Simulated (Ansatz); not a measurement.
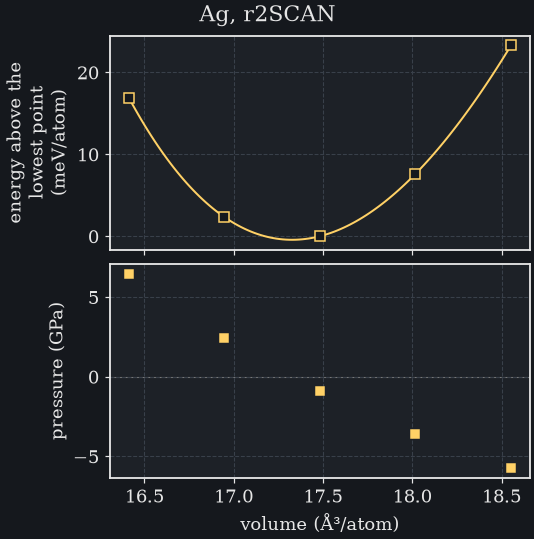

The picture above shows the energy above the lowest point and pressure against volume for Ag, space group Fm-3m (No. 225) (one of a set of cubic test structures, which need not be the stable phase).

Calculation (Ansatz 0.2.0 development build): equation of state of a cubic crystal from periodic Kohn-Sham density functional theory without spin, third-order Birch-Murnaghan fit to the free energies; pressure corrected for the finite basis. Level: r2SCAN.

structure type fcc; atoms in cell 1; space group number 225; lattice centring face-centred primitive; k mesh 14×14×14; occupation method Fermi–Dirac; occupation width 0.1 eV; wave cutoff 680 eV; datasets hand-made PAW; density tolerance 1e−09 eV; bands 14; density cutoff ratio 4; search for lower states default; xc grid level 2.

Question: Give the fitted equation-of-state parameters.

Answer: A third-order Birch–Murnaghan fit gives V0 = 17.33 Å³/atom, B0 = 102 GPa and B′ = 5.7.

Question: Read off the course of the pressure.

Answer: It falls from 6.5 GPa at volume 16.41 Å³/atom to −5.7 GPa at 18.55 Å³/atom, and changes sign near 17.34 Å³/atom.

Keep in mind: modest k-mesh, values are not fully converged in k.
